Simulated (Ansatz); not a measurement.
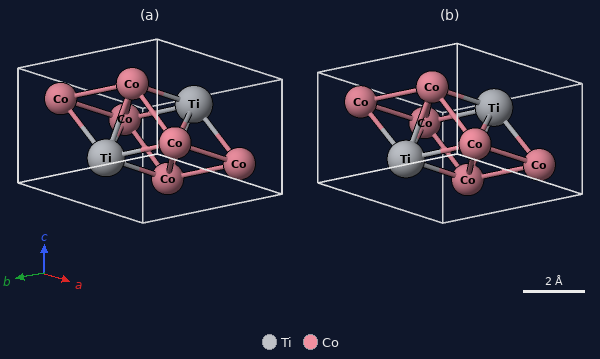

The structure of a crystal of TiCo₃ (set up in P6_3/mmc) before (left) and after (right) a relaxation, at one scale.

A ball-and-stick model of the cell of the calculation, seen from a free direction.

These are results of DFT PBEsol, scalar-relativistic, plane waves, PAW in Ansatz 0.2.0, not measurements. (plane-wave cutoff 420 eV; k-point mesh 12 × 12 × 8; occupations gaussian; smearing width 0.1 eV; collinear spin; cell and atoms relaxed; force threshold 0.005 eV/Å; at most 80 steps)

**What changed between the two?**

No atom moves by more than 0.005 Å relative to the cell. Cell: a = b 5.039 → 5.044 Å (+0.1 %), c 4.239 → 4.081 Å (−3.7 %). Volume −3.6 %. Near-neighbour distances that change, for instance: Co–Ti 2.596 → 2.530 Å, Co–Co 2.546 → 2.483 Å, Co–Co 2.443 → 2.452 Å, Co–Co 2.596 → 2.592 Å. The space group stays P6_3/mmc (No. 194). Over 6 accepted moves (8 points after the start) the energy falls by 16.0 meV per atom. Largest force component: 0.03 eV/Å at the start, under 0.0001 eV/Å at the end. Pressure: −6.98 GPa at the start and 0.00 GPa at the end. The SCF was repeated twice at an unchanged geometry on a basis and grid sized afresh for the cell, which shifted the energy by 0.3 meV per atom at most. The run took 4.8 min on 2 threads of Intel(R) Xeon(R) 6975P-C (Granite Rapids), with other jobs on the host, peak memory 1.3 GiB.
